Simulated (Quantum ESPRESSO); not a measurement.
# Dipole at the next field: stanene, 1 layer

Method. Quantum ESPRESSO 7.5, PBE, GBRV ultrasoft; sawtooth field along the normal with dipole correction, ions clamped, threshold 1e-9 Ry; cell area 18.947 Å².

```
field (V/Å)  dipole (e Å a cell)
          0              0.00000
        0.1              0.04008
        0.2              0.08024
```

**Question.** What is the dipole at 0.3 V/Å, and what electrostatic thickness 4πα/A follows from the rows?

**Fit.** The slope is (0.08024 − (0.00000))/0.2 = 0.4012 e Å²/V, so 4πα/A = 180.95 × 0.4012/18.947 = 3.83 Å. Linear response gives p = 0.00000 + 0.4012 × (0.3) = 0.12036 e Å; a parabola through the three rows gives 0.12048.

**The withheld run.** p = 0.12044 e Å. The line misses by 0.1 % of the induced dipole and the parabola by 0.0 %. The response is linear over this range.

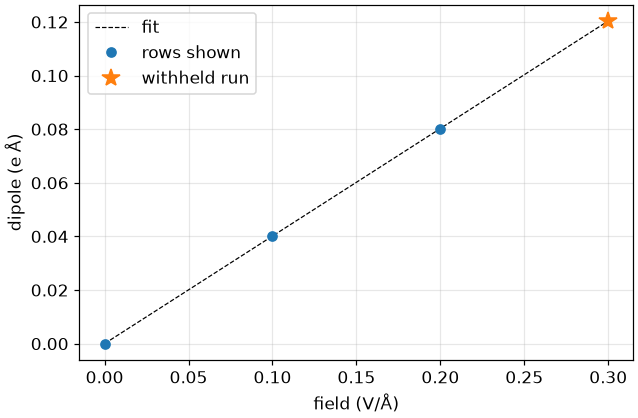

The rows shown, the fit and the withheld run.

Caveats: Electrons alone respond; local and semilocal functionals tend to overscreen.

[Logs are printed without paths, hosts, clocks, repeated set-up lines and the standing remarks that a program may print on its own settings, such as how far it seeks lower states.]
